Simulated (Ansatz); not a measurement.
Input file:

```
crystal:
  lattice:
    - [0.0, -2.8927237813, 0.0]
    - [0.0, 0.0, -2.8927237813]
    - [9.878171344, -0.9642412604, -0.9642412604]
  atoms:
    - { symbol: Al, position: [0.7803699935, -0.2196300065, 0.6588900194] }
    - { symbol: Al, position: [0.9755966659, -0.0244033341, 0.0732100022] }
    - { symbol: Al, position: [0.8779833297, -0.1220166703, 0.3660500108] }
    - { symbol: Ni, position: [0.2315633254, 0.2315633254, 0.8053100237] }
    - { symbol: Ni, position: [0.4267899978, 0.4267899978, 0.2196300065] }
    - { symbol: Ni, position: [0.3291766616, 0.3291766616, 0.5124700151] }
basis:
  ecutwfc: 520.0
kpoints:
  mp_grid: { grid: [15, 15, 5] }
hamiltonian:
  xc: pbe
  pseudopotentials: { kind: paw, azcp: { folder: soft_1 } }
scf:
  occupations: { method: gaussian, width: 0.15 }
output:
  forces: true
  stress: true
  eigenvalues: true
  write_density: true
  write_potential: true
  elf: true
  volumetric_format: npy
```

Run with:

```sh
ansatz run input.yaml --threads 4 --pin off --max-ram 8192MiB --backend cpu --events-out ev --progress --plain --runs-dir out
```

Below, planes, directions and counts refer to the conventional cell (a = 4.09 Å, b = 4.09 Å, c = 9.97 Å, α = 90.00°, β = 97.86°, γ = 90.00°).

Space group Cm; not relaxed (largest force 0.9 eV/Å); computed pressure about −6 GPa in this cell; computed without spin polarisation; PAW files of the earlier set (soft_1).

All numbers below come from Ansatz, DFT PBE, scalar-relativistic, plane waves, PAW.

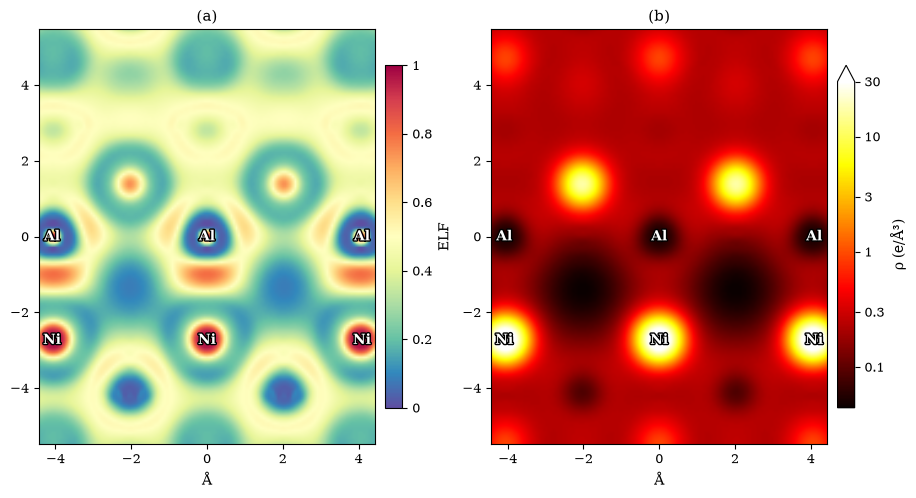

AlNi. (a) electron localisation function; (b) valence electron density on the (101̄) plane of the conventional cell.

> Describe what can be read from this map.

- Atoms in the plane: Al and Ni.
- Atoms just off the plane (Al, 0.4 Å away and Ni, 0.4 Å away) can leave unmarked features too.
- Al–Ni (2.73 Å): ρ is about 0.22 e/Å³ halfway; the ELF is about 0.60 at the midpoint.
- Between the atoms the lowest density in this plane is 0.04 e/Å³.
- The features right at Ni lie inside the PAW spheres, where the map follows smoothed inner orbitals and isn't to be read closely.
